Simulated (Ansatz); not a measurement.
## A series of single points on Al

System: Al (2 atoms in the cell).
Method: DFT, PBEsol, plane waves (420 eV) with PAW, scalar-relativistic, no spin polarisation (Ansatz 0.2.0).

The 5 runs differ only in the geometry, by an even scaling of the cell at fixed fractional positions.

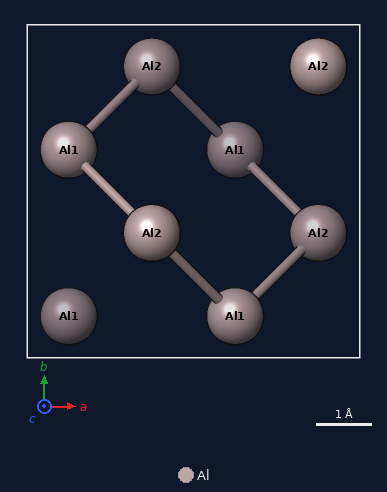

Figure 1. The structure of run 3 (ball-and-stick view of the cell 4 times as large as that of the calculation, set on its symmetry axes, along the c axis; atoms are numbered from 1 in the order of the input).

## Input of run 3
```yaml
crystal:
  lattice:
    - [0.0, 3.0368487059, 3.0368487059]
    - [3.0368487059, 0.0, 3.0368487059]
    - [3.0368487059, 3.0368487059, 0.0]
  atoms:
    - { symbol: Al, position: [0.125, 0.125, 0.125] }
    - { symbol: Al, position: [0.875, 0.875, 0.875] }
hamiltonian:
  xc: pbesol
  pseudopotentials:
    kind: paw
    azcp:
      Al: "pseudopotentials/Al.paw.azcp"
basis:
  ecutwfc: 420
  fft_grid_basis: typed
kpoints:
  mp_grid: { grid: [10, 10, 10], shift: [0, 0, 0] }
magnetization:
  spin_polarized: false
scf:
  occupations: { method: fermi_dirac, width: 0.1 }
  lower_state_search: "off"
output:
  stress: true
```

Lattice vectors (Å) and fractional positions of run 3:
```
   0.000000    3.036849    3.036849
   3.036849    0.000000    3.036849
   3.036849    3.036849    0.000000
Al  0.125000  0.125000  0.125000
Al  0.875000  0.875000  0.875000
```

Run 2 differs from it as follows:
```diff
-    - [0.0, 3.0368487059, 3.0368487059]
-    - [3.0368487059, 0.0, 3.0368487059]
-    - [3.0368487059, 3.0368487059, 0.0]
+    - [0.0, 2.9974046477, 2.9974046477]
+    - [2.9974046477, 0.0, 2.9974046477]
+    - [2.9974046477, 2.9974046477, 0.0]
```

## Results, with one run withheld

```csv
run,volume per atom (Å³),"free energy per atom, from the lowest run given (meV)",pressure (GPa)
1,23.698,55.25,6.64
2,26.930,?,?
3,28.007,0.00,−1.43
4,29.084,13.70,−2.60
5,30.162,34.49,−3.55
```

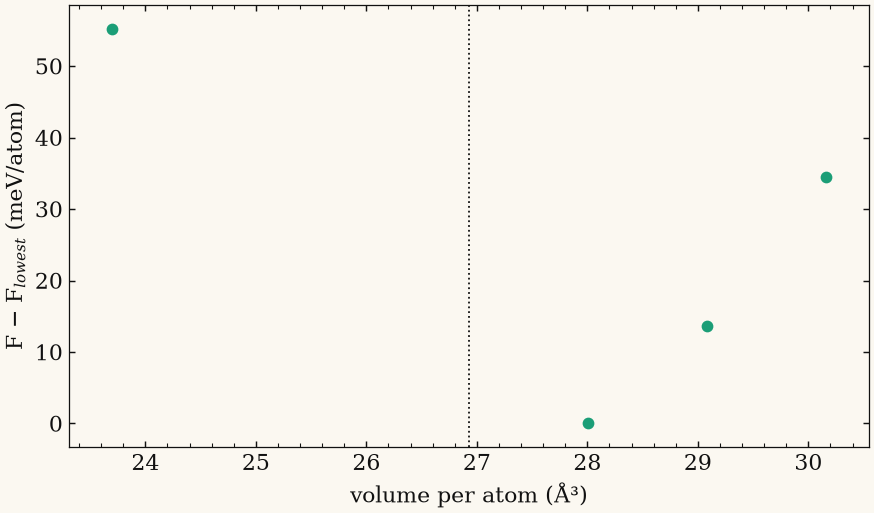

Figure 2. Free energy per atom of the runs given; the dotted line marks run 2.

Estimate the energy of run 2 from the others.

A quadratic polynomial in V^(−2/3) (the Birch–Murnaghan form), fitted to the 4 runs given, misses them by at most 0.05 meV per atom. With x = V^(−2/3) − 0.10964 Å⁻², it reads F = −3.2254 − 1959 x + 6.0645e+05 x² (meV per atom). At run 2 it gives −4.81 meV per atom, and the run itself gives −4.97. The slope of the fit gives a pressure −dF/dV of 0.03 GPa there, and the run prints 0.01 GPa. The fit has its minimum at 26.948 Å³ per atom, where V d²F/dV² gives 39.7 GPa: the bulk modulus at this level, since symmetry fixes the shape and the positions.

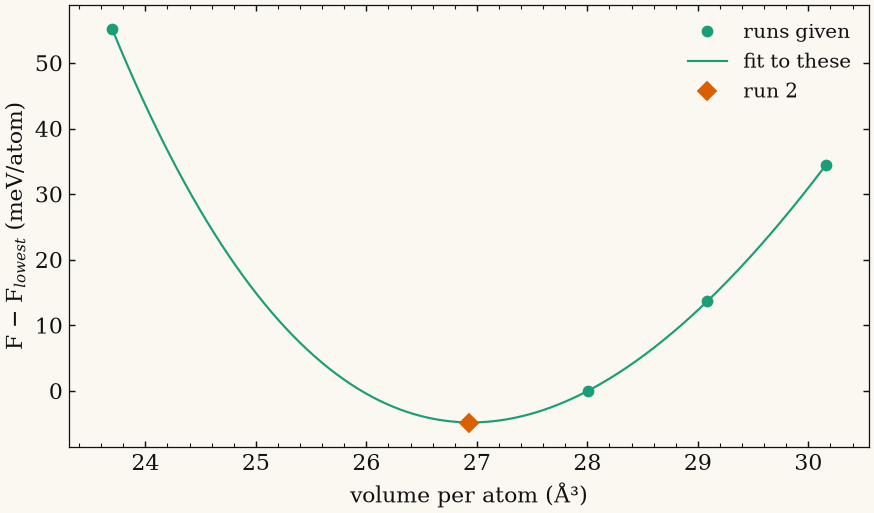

Figure 3. The fit and the withheld run.

## Output, shortened to warnings, some set-up lines, iterations and results (run 2)
```
Warning: [file] the record states the generating functional pbe (its physics header spells it `PBE`), which answers neither for hamiltonian.xc's functional nor for the pbesol family's — results may be inconsistent (PPs are generated against a specific XC)
Basis set: ecut = 420 eV, 1067 PW (Γ)
Symmetry: 48 space group operations
k-points: 47 of 1000
Initial density: superposition of atomic densities (neutral atoms: chi_scale 0, normalization atom), corrected by the library's trained network
[...]
SCF iter   1: F=—  HF=-1047.446272 eV  |F-HF|=—  |Δ(HF+E_count)|=         —  Δρ=1.33e-3  dr2=1.83e-3  ethr=1.77e-3  ⟨swp⟩=5.7  Hψ=3004  notcnv=0
SCF iter   2: F=—  HF=-1047.446516 eV  |F-HF|=—  |Δ(HF+E_count)|=   2.44e-4  Δρ=9.07e-4  dr2=8.71e-4  ethr=3.05e-5  ⟨swp⟩=1.0  Hψ=709  notcnv=0
SCF iter   3: F=—  HF=-1047.446805 eV  |F-HF|=—  |Δ(HF+E_count)|=   2.89e-4  Δρ=7.34e-5  dr2=5.27e-6  ethr=1.45e-5  ⟨swp⟩=2.0  Hψ=465  notcnv=0
SCF iter   4: F=—  HF=-1047.446806 eV  |F-HF|=—  |Δ(HF+E_count)|=   1.06e-6  Δρ=1.97e-5  dr2=3.86e-7  ethr=8.79e-8  ⟨swp⟩=2.4  Hψ=487  notcnv=0
SCF iter   5: F=-1047.446806 eV  HF=-1047.446806 eV  |F-HF|=2.87e-9  |Δ(HF+E_count)|=   1.22e-7  Δρ=4.84e-6  dr2=1.42e-8  ethr=6.43e-9  ⟨swp⟩=2.0  Hψ=446  notcnv=0
SCF iter   6: F=-1047.446806 eV  HF=-1047.446806 eV  |F-HF|=9.09e-13  |Δ(HF+E_count)|=   1.56e-9  Δρ=1.30e-7  dr2=1.25e-11  ethr=2.36e-10  ⟨swp⟩=1.8  Hψ=980  notcnv=0
SCF 1 converged in 6 iterations: F = -1047.446806 eV  dr2 = 1.25e-11
SCF converged after 6 iterations
Free energy (F): -1047.446806 eV
Harris-Foulkes:  -1047.446806 eV  (|F-HF|=9.09e-13)
Internal energy: -1047.399183 eV  (E = F + TS)
E sigma→0 (E₀):  -1047.422994 eV
Entropy (-TS):   -0.047624 eV (-23.812 meV/atom)
Fermi energy:    2.853529 eV
--- Per-component energies (eV) ---
  E_band       = -1.895610
  E_kinetic    = 40.026107
  E_local      = -14.007169  (includes V_loc(G=0)·N_el)
  E_nonlocal   = 22.484676
  E_hartree    = 5.242866
  E_xc         = -75.120459
  E_vxc        = -53.448242  (∫ρ·V_xc dr)
  E_paw        = -909.610758  (= ΣΔE_a)
  E_vpaw       = -7.436697  (= ΣTr[D̂ρ^β])
  E_aug_tail   = -0.000005  (compensation charges beyond the density's cutoff)
  E_ewald      = -116.452718
  E_core_change = 0.038278  (= ΣΔE_core)
  E_smearing   = -0.047624  (= −TS)
  E_closure    = 0.000000  (closes the sum)
  Σ components = -1047.446806   (vs F -1047.446806, Δ=0.00e0)
--- Stress (GPa, compression-positive) ---
        0.005383      -0.000000       0.000000
       -0.000000       0.005383       0.000000
       -0.000000       0.000000       0.005383
  P = ⅓ Tr σ = 0.0054 GPa (0.054 kbar)
```

The program warns: the PAW datasets were made with another functional.
